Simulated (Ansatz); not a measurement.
System: Zn, space group Fm-3m (No. 225).

The given structure:
```xyz
2
Lattice="1.9644 1.9644 0.0000 -1.9644 1.9644 0.0000 0.0000 0.0000 3.9288" Properties=species:S:1:pos:R:3 pbc="T T T"
Zn    0.0000    0.0000    0.0000
Zn    0.0000    1.9644    1.9644
```

Input of one of the runs behind the figure:
```
crystal:
  lattice:
    - [1.9644034986, 1.9644034986, 0.0]
    - [-1.9644034986, 1.9644034986, 0.0]
    - [0.0, 0.0, 3.9288069971]
  atoms:
    - { symbol: Zn, position: [0.0, 0.0, 0.0] }
    - { symbol: Zn, position: [0.5, 0.5, 0.5] }
basis:
  ecutwfc: 420
kpoints:
  mp_grid: { grid: [16, 16, 10] }
hamiltonian:
  xc: pbe
scf:
  occupations: { method: gaussian, width: 0.1 }
output:
  forces: true
  stress: true
  eigenvalues: true
```

Method: energy, stress and cell of a relaxed crystal along a series of strains, atoms and what the cell freedom names relaxed within the symmetry; plane waves with PAW datasets, Γ-centred k mesh; energies extrapolated to zero smearing (Ansatz 0.2.0). Level: PBE, no spin polarisation.

| setting | value |
| --- | --- |
| wave cutoff | 420 eV |
| k mesh | 16×16×10 |
| occupations | Gaussian |
| smearing width | 0.1 eV |
| strain kind | isotropic |
| cell freedom | cell held, all vectors scaled |

What does the calculation give for the energy change against strain? The strain takes the values −3, −2, −1, 0, 1, 2, 3 %.

The energy rises on both sides of the starting structure, which is therefore a minimum along this path. The energy change is 29.91 meV/atom at strain −3 % and 23.16 meV/atom at 3 %; the lowest computed point is at strain 0 % (0.00 meV/atom). The solid is metallic at every point.

```
strain (%)  energy change (meV/atom)
        -3                     29.91
        -2                     12.71
        -1                      3.04
         0                      0.00
         1                      2.80
         2                     10.74
         3                     23.16
```

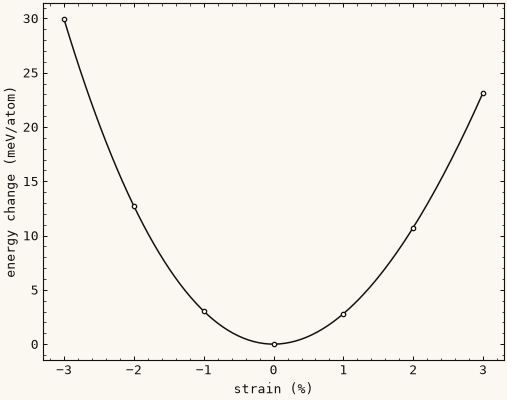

Limits of the calculation: given cell holds a small stress on this mesh.
